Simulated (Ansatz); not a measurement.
## GaAs: geometry relaxation (part 3 of 3)

GaAs (slab, 12 atoms in the cell); DFT PBEsol, scalar-relativistic, plane waves, PAW, no spin polarisation (Ansatz 0.2.0); cutoff 420 eV, 5×9×1 k-mesh, Gaussian smearing of 0.05 eV. The structure derives from an entry of the Crystallography Open Database. The input holds or restrains some coordinates. It belongs to a series of runs on one base structure; here: upper atoms moved at random (sigma 0.25 Å), then relaxed.

Geometry of the input (Å; fractional positions):
```
8.0020  0.0000  0.0000
-2.0005  3.4650  0.0000
0.0000  0.0000  22.3503
As 0.5000  0.0000  0.3356
As 0.0000  0.0000  0.3356
Ga 0.1667  0.6667  0.3721
Ga 0.6667  0.6667  0.3721
As 0.6654  0.6551  0.4869
As 0.1633  0.6640  0.4842
Ga 0.3379  0.3293  0.5187
Ga 0.8285  0.3408  0.5219
As 0.8414  0.3539  0.6259
As 0.3188  0.2631  0.6288
Ga 0.4608  -0.1248  0.6618
Ga 0.0010  -0.0236  0.6684
```

Output, continued
```
  k-point 22: bands = ["-35.0408", "-35.0309", "-35.0236", "-35.0147", "-35.0049", "-35.0014", "-34.9920", "-34.9647", "-34.9438", "-34.9437", "-34.5142", "-34.5079", "-34.5067", "-34.5006", "-34.4982", "-34.4976", "-34.4971", "-34.4921", "-34.4865", "-34.4842", "-33.7149", "-33.7147", "-33.7097", "-33.7088", "-33.6781", "-33.6775", "-33.6710", "-33.6709", "-33.6679", "-33.6606", "-14.9314", "-14.8458", "-14.8266", "-14.7981", "-14.7698", "-14.2246", "-14.2001", "-14.1855", "-14.1532", "-14.1331", "-14.1263", "-14.1242", "-14.1145", "-14.1039", "-14.1009", "-14.0981", "-14.0706", "-14.0599", "-14.0538", "-14.0435", "-13.4713", "-13.4676", "-13.4180", "-13.4067", "-13.3937", "-13.3852", "-13.3483", "-13.3409", "-13.3351", "-13.3235", "-11.6416", "-10.8516", "-10.7721", "-10.0852", "-9.7939", "-9.0182", "-5.7585", "-5.2491", "-4.8387", "-4.2880", "-3.4076", "-2.6110", "-2.3548", "-2.1222", "-1.9868", "-1.6322", "-1.2714", "-1.0825", "-0.8472", "-0.6308", "-0.4127", "0.2773", "0.4648", "0.5677", "1.1306", "2.1927", "2.5363", "3.0244", "3.3963", "3.5909", "3.9346", "4.0567", "4.2569", "4.5047", "4.6794", "4.9446", "5.1431", "5.2967", "5.6694", "5.8288", "5.9458"]
--- Relaxed structure (9 steps of the walk, 7 accepted, 0 SCFs on fresh bases) ---
  F+E_penalty+E_count = -51337.29685224 eV   max|allowed force component| = 8.652e-3 eV/Å
  atoms:
    - { symbol: As, position: [0.5, 0.0, 0.335565742] }
    - { symbol: As, position: [0.0, 0.0, 0.335565742] }
    - { symbol: Ga, position: [0.16666666670000002, 0.6666666667, 0.3721066882] }
    - { symbol: Ga, position: [0.6666666666999999, 0.6666666667, 0.3721066882] }
    - { symbol: As, position: [0.665586213841173, 0.6622469174377759, 0.48639080444948307] }
    - { symbol: As, position: [0.16838425004524935, 0.6644773541332897, 0.48561050319876015] }
    - { symbol: Ga, position: [0.3312675250471213, 0.32719612881769666, 0.5216571543696333] }
    - { symbol: Ga, position: [0.83599572975793, 0.332673846913722, 0.5192495389812816] }
    - { symbol: As, position: [0.8454561751449146, 0.3385156415006245, 0.6338527972047232] }
    - { symbol: As, position: [0.3128539040800281, 0.30636393961406894, 0.6366288761655237] }
    - { symbol: Ga, position: [0.5034597020615637, -0.003243394436434158, 0.6480138612664748] }
    - { symbol: Ga, position: [-0.018117024185873572, -0.0251804844204637, 0.6817163679443974] }
```

Trajectory as extended XYZ (Å, eV, eV/Å), 9 frames, from step=1 to step=9
```
12
Lattice="8.0020 0.0000 0.0000 -2.0005 3.4650 0.0000 0.0000 0.0000 22.3503" Properties=species:S:1:pos:R:3:forces:R:3 step=1 energy=-51336.37524
As    4.0010    0.0000    7.5000    0.0118  -0.0023   0.0759
As    0.0000    0.0000    7.5000   -0.0236  -0.0003   0.0856
Ga    0.0000    2.3100    8.3167    0.0190   0.0161  -0.1793
Ga    4.0010    2.3100    8.3167   -0.0014  -0.0164  -0.0356
As    4.0145    2.2697   10.8821   -0.2494   0.8184  -0.4069
As   -0.0218    2.3009   10.8219    0.1779  -0.2290   0.2388
Ga    2.0450    1.1410   11.5921   -0.6087  -0.0452  -0.5170
Ga    5.9476    1.1810   11.6648    0.6925  -0.4919  -1.1668
As    6.0246    1.2262   13.9898   -0.2106  -1.6662   2.1150
As    2.0251    0.9116   14.0536    0.4152  -1.4700  -0.0699
Ga    3.9373   -0.4325   14.7917    0.9680   2.5351   0.1151
Ga    0.0549   -0.0817   14.9387   -1.1908   0.5516  -0.2550
12
Lattice="8.0020 0.0000 0.0000 -2.0005 3.4650 0.0000 0.0000 0.0000 22.3503" Properties=species:S:1:pos:R:3:forces:R:3 step=2 energy=-51337.12827
As    4.0010    0.0000    7.5000   -0.0096  -0.0211   0.1061
As    0.0000    0.0000    7.5000   -0.0127  -0.0202   0.0789
Ga    0.0000    2.3100    8.3167   -0.0032   0.0081  -0.2358
Ga    4.0010    2.3100    8.3167    0.0263   0.0159  -0.1433
As    4.0109    2.2983   10.8604   -0.0767   0.2654  -0.0528
As   -0.0177    2.2824   10.8307    0.0199  -0.0908   0.2151
Ga    2.0192    1.1355   11.5609   -0.1861  -0.0099  -0.1844
Ga    5.9694    1.1576   11.6720    0.2529  -0.1550  -0.6440
As    5.9662    1.0948   14.1112    0.1709  -0.3247   0.6614
As    2.0372    0.9215   14.0775    0.0627  -0.4304   0.2214
Ga    4.0657   -0.2847   14.7580   -0.0534   0.5937  -0.0324
Ga   -0.0254   -0.0892   14.8923   -0.1910   0.1689   0.0105
12
Lattice="8.0020 0.0000 0.0000 -2.0005 3.4650 0.0000 0.0000 0.0000 22.3503" Properties=species:S:1:pos:R:3:forces:R:3 step=3 energy=-51337.25488
As    4.0010    0.0000    7.5000   -0.0062  -0.0244   0.0722
As    0.0000    0.0000    7.5000   -0.0011  -0.0222   0.0714
Ga    0.0000    2.3100    8.3167    0.0042   0.0079  -0.1427
Ga    4.0010    2.3100    8.3167    0.0075   0.0121  -0.0328
As    3.9970    2.2767   10.8855    0.0332   0.0642  -0.0490
As   -0.0066    2.2823   10.8497   -0.0390  -0.0374   0.1077
Ga    1.9873    1.1223   11.6164    0.0283   0.0042  -0.0724
Ga    6.0041    1.1292   11.6490    0.0073  -0.0291  -0.1625
As    6.0492    1.1186   14.1940    0.0072  -0.0787   0.0509
As    1.9683    0.9797   14.1685    0.0125  -0.0050   0.1155
Ga    4.0545   -0.1391   14.6534    0.0361   0.1228  -0.1243
Ga   -0.0359   -0.0893   15.0920   -0.0899  -0.0144   0.1664
12
Lattice="8.0020 0.0000 0.0000 -2.0005 3.4650 0.0000 0.0000 0.0000 22.3503" Properties=species:S:1:pos:R:3:forces:R:3 step=4 energy=-51337.28573
As    4.0010    0.0000    7.5000   -0.0053  -0.0135   0.0289
As    0.0000    0.0000    7.5000   -0.0015  -0.0199   0.0518
Ga    0.0000    2.3100    8.3167    0.0066   0.0003   0.0258
Ga    4.0010    2.3100    8.3167   -0.0035   0.0015  -0.0167
As    3.9992    2.2821   10.8797    0.0246  -0.0907  -0.0538
As    0.0105    2.2723   10.8729   -0.0036   0.0391  -0.1317
Ga    1.9995    1.1133   11.6445   -0.0305  -0.0557   0.1016
Ga    6.0140    1.1233   11.6167    0.0197   0.1080   0.1377
As    6.1083    1.1368   14.2111   -0.0843   0.0423  -0.1523
As    1.8939    0.9972   14.2292    0.1698   0.2239  -0.0648
Ga    4.0553   -0.0556   14.4769   -0.0836  -0.1425   0.0270
Ga   -0.0738   -0.1128   15.2594   -0.0083  -0.0925   0.0465
12
Lattice="8.0020 0.0000 0.0000 -2.0005 3.4650 0.0000 0.0000 0.0000 22.3503" Properties=species:S:1:pos:R:3:forces:R:3 step=5 energy=-51337.29604
As    4.0010    0.0000    7.5000    0.0036  -0.0063   0.0204
As    0.0000    0.0000    7.5000    0.0033  -0.0079   0.0403
Ga    0.0000    2.3100    8.3167    0.0053   0.0013  -0.0291
Ga    4.0010    2.3100    8.3167   -0.0066  -0.0019  -0.0153
As    4.0045    2.2901   10.8730   -0.0008  -0.0002   0.0096
As    0.0195    2.2954   10.8542   -0.0099  -0.0006   0.0137
Ga    1.9997    1.1282   11.6566   -0.0040  -0.0057   0.0036
Ga    6.0249    1.1460   11.6149    0.0138   0.0102   0.0184
As    6.0915    1.1633   14.1859   -0.0167  -0.0072  -0.0433
As    1.8945    1.0455   14.2299    0.0186   0.0246  -0.0222
Ga    4.0378   -0.0274   14.4868    0.0245   0.0120   0.0031
Ga   -0.0836   -0.0921   15.2474   -0.0310  -0.0183   0.0009
12
Lattice="8.0020 0.0000 0.0000 -2.0005 3.4650 0.0000 0.0000 0.0000 22.3503" Properties=species:S:1:pos:R:3:forces:R:3 step=6 energy=-51337.29600 accepted=F
As    4.0010    0.0000    7.5000    0.0063  -0.0012   0.0167
As    0.0000    0.0000    7.5000    0.0038  -0.0029   0.0367
Ga    0.0000    2.3100    8.3167    0.0067   0.0033  -0.0423
Ga    4.0010    2.3100    8.3167   -0.0110  -0.0047  -0.0228
As    3.9934    2.2942   10.8710    0.0075   0.0054  -0.0295
As    0.0234    2.3107   10.8521   -0.0033  -0.0002  -0.0049
Ga    1.9911    1.1365   11.6717    0.0100   0.0040  -0.0070
Ga    6.0266    1.1580   11.5792   -0.0154  -0.0088   0.0455
As    6.0887    1.1776   14.1432   -0.0051  -0.0019   0.0031
As    1.8900    1.0667   14.2382    0.0198   0.0134  -0.0018
Ga    4.0380   -0.0036   14.4852   -0.0109  -0.0053  -0.0119
Ga   -0.1027   -0.0876   15.2202   -0.0083  -0.0010   0.0183
12
Lattice="8.0020 0.0000 0.0000 -2.0005 3.4650 0.0000 0.0000 0.0000 22.3503" Properties=species:S:1:pos:R:3:forces:R:3 step=7 energy=-51337.29604
As    4.0010    0.0000    7.5000    0.0036  -0.0063   0.0204
As    0.0000    0.0000    7.5000    0.0033  -0.0079   0.0403
Ga    0.0000    2.3100    8.3167    0.0052   0.0012  -0.0290
Ga    4.0010    2.3100    8.3167   -0.0065  -0.0019  -0.0153
As    4.0045    2.2901   10.8730   -0.0008  -0.0002   0.0096
As    0.0195    2.2954   10.8542   -0.0100  -0.0006   0.0137
Ga    1.9997    1.1282   11.6566   -0.0040  -0.0057   0.0036
Ga    6.0249    1.1460   11.6149    0.0138   0.0102   0.0183
As    6.0915    1.1633   14.1859   -0.0165  -0.0071  -0.0432
As    1.8945    1.0455   14.2299    0.0185   0.0245  -0.0223
Ga    4.0378   -0.0274   14.4868    0.0245   0.0120   0.0031
Ga   -0.0836   -0.0921   15.2474   -0.0310  -0.0183   0.0009
12
Lattice="8.0020 0.0000 0.0000 -2.0005 3.4650 0.0000 0.0000 0.0000 22.3503" Properties=species:S:1:pos:R:3:forces:R:3 step=8 energy=-51337.29600 accepted=F
As    4.0010    0.0000    7.5000    0.0063  -0.0013   0.0167
As    0.0000    0.0000    7.5000    0.0038  -0.0029   0.0367
Ga    0.0000    2.3100    8.3167    0.0067   0.0032  -0.0423
Ga    4.0010    2.3100    8.3167   -0.0110  -0.0047  -0.0228
As    3.9934    2.2941   10.8710    0.0075   0.0055  -0.0295
As    0.0234    2.3107   10.8521   -0.0033  -0.0002  -0.0050
Ga    1.9910    1.1364   11.6717    0.0100   0.0040  -0.0070
Ga    6.0266    1.1579   11.5792   -0.0154  -0.0088   0.0455
As    6.0888    1.1776   14.1433   -0.0053  -0.0020   0.0030
As    1.8901    1.0667   14.2382    0.0199   0.0134  -0.0018
Ga    4.0381   -0.0036   14.4852   -0.0109  -0.0053  -0.0119
Ga   -0.1027   -0.0876   15.2203   -0.0083  -0.0010   0.0182
12
Lattice="8.0020 0.0000 0.0000 -2.0005 3.4650 0.0000 0.0000 0.0000 22.3503" Properties=species:S:1:pos:R:3:forces:R:3 step=9 energy=-51337.29685
As    4.0010    0.0000    7.5000    0.0043  -0.0036   0.0195
As    0.0000    0.0000    7.5000    0.0033  -0.0046   0.0377
Ga    0.0000    2.3100    8.3167    0.0047   0.0016  -0.0306
Ga    4.0010    2.3100    8.3167   -0.0072  -0.0027  -0.0199
As    4.0012    2.2947   10.8710   -0.0069  -0.0004  -0.0004
As    0.0181    2.3024   10.8535    0.0035   0.0026   0.0007
Ga    1.9962    1.1337   11.6592    0.0015   0.0028  -0.0018
Ga    6.0241    1.1527   11.6054    0.0008  -0.0015   0.0048
As    6.0881    1.1729   14.1668   -0.0032  -0.0012  -0.0087
As    1.8906    1.0615   14.2289    0.0014  -0.0013  -0.0016
Ga    4.0352   -0.0112   14.4833    0.0011   0.0065  -0.0024
Ga   -0.0946   -0.0872   15.2366   -0.0033   0.0019   0.0026
```

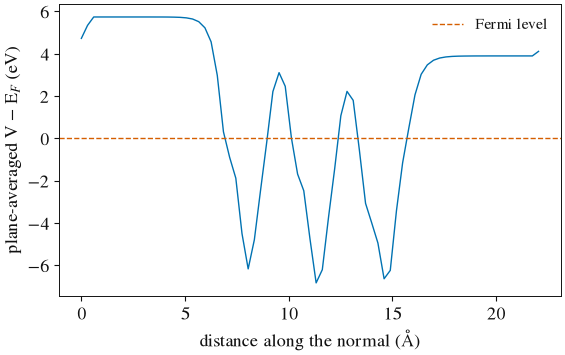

Fig. 1: Plane average of the electrostatic potential energy of an electron across the cell, from the Fermi level. The vacuum level lies 3.90 eV above the Fermi level on the upper side and 5.74 eV on the lower.

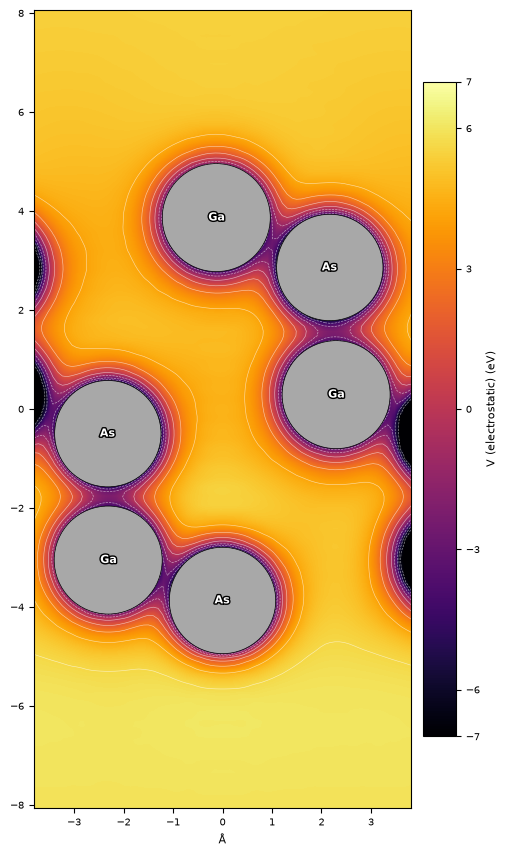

Fig. 2: Electrostatic potential energy of an electron on the (11̄0) plane of the calculation cell, a cut from vacuum to vacuum. Grey discs, where drawn, cover atomic cores. Core electrons are frozen (PAW), so the fields are smoothed inside the atomic spheres.

Key numbers

```tsv
quantity	value
outcome	converged under the restraints of the input
electrons treated	168
free energy	−51337.2969 eV
work function, top face	3.90 eV
work function, bottom face	5.74 eV
Fermi energy	0.846 eV
gap on the k-point mesh	none (metallic)
final volume	619.70 Å³
work function (upper face)	3.90 eV
largest force (length of the vector) at the end, held atoms and coordinates included	0.038 eV/Å
wall time	6.3 min (CPU time 25 min)
peak memory	2.3 GiB
```
